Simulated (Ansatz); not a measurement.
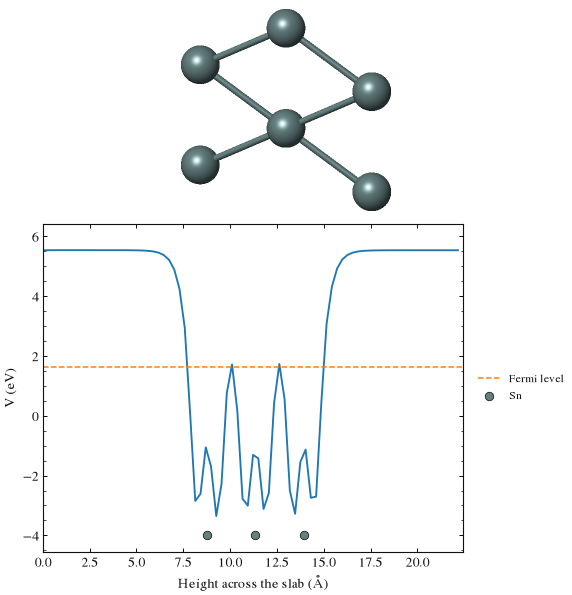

Plane-averaged electrostatic potential energy of an electron across the slab; circles at the bottom mark the heights of the atoms (positions after relaxation). The structure is drawn too.

Structure: a (101) slab cut from Sn (I4/mmm), 3 atoms in the cell; a = 3.23 Å, b = 3.41 Å, c = 22.45 Å, α = 90.00°, β = 90.00°, γ = 118.28°.

Method: DFT PBEsol, scalar-relativistic, plane waves, PAW, no spin polarisation, 10×10×1 k mesh, 420 eV cutoff (Ansatz).

Question: What is the work function?

Answer: The work function is 3.90 eV, the same on both faces. The two vacuum levels agree, so the slab has no net dipole along its normal.

Question: How thick are slab and vacuum?

Answer: The outermost atoms are 5.1 Å apart, which leaves 17.3 Å of vacuum in a cell 22.5 Å high.
